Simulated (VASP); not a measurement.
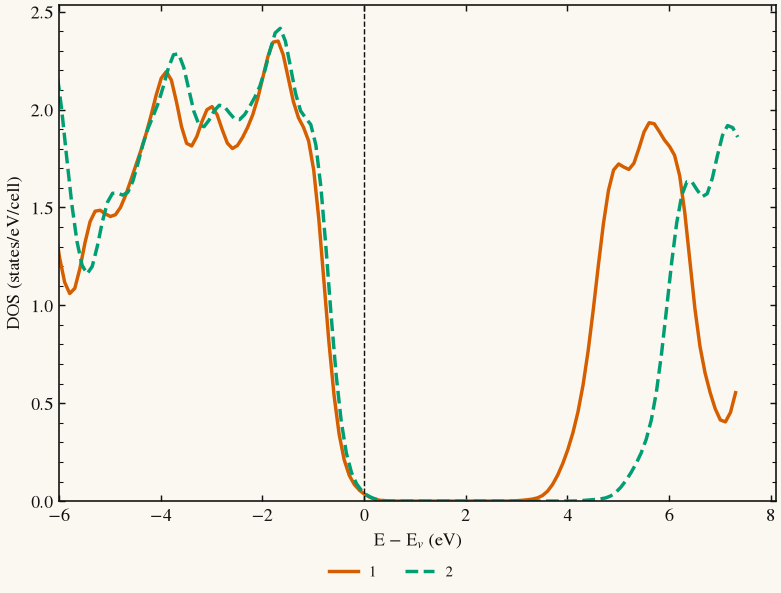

Total densities of states of AlN, space group P6_3/mmc (No. 194), 4 atoms in the cell (a = 3.301 Å, c = 4.138 Å (hexagonal axes)), by two methods on the same cell. The DOS curves are built from the levels of the k mesh with Gaussians 0.55 eV wide, which also blur the band edges; ripples of that width can come from the mesh. Each is counted from its own valence-band top.

### Which curve is which? The methods: TB-mBJ, PBEsol.

1 is PBEsol; 2 is TB-mBJ. PBEsol gives a gap of 3.35 eV and TB-mBJ gives a gap of 4.62 eV.

Settings. PBEsol: VASP PAW PBE potentials, release 64 (Al, N), no spin polarisation, no spin-orbit coupling, 9×9×6 k mesh, 520 eV cutoff, Gaussian smearing of 0.02 eV (VASP 6.6.1). TB-mBJ: VASP PAW PBE potentials, release 64 (Al, N), no spin polarisation, no spin-orbit coupling, 9×9×6 k mesh, 520 eV cutoff, Gaussian smearing of 0.02 eV (VASP 6.6.1).

Gaps are the smallest over all k points computed. The PAW data sets were made with another functional. The usual form of AlN is wurtzite. The cell was derived from a database entry in an earlier step, so it needn't be the measured one. TB-mBJ: this is a model potential built to give gaps, with no total energy. LDA, GGA and most meta-GGA functionals understate gaps.
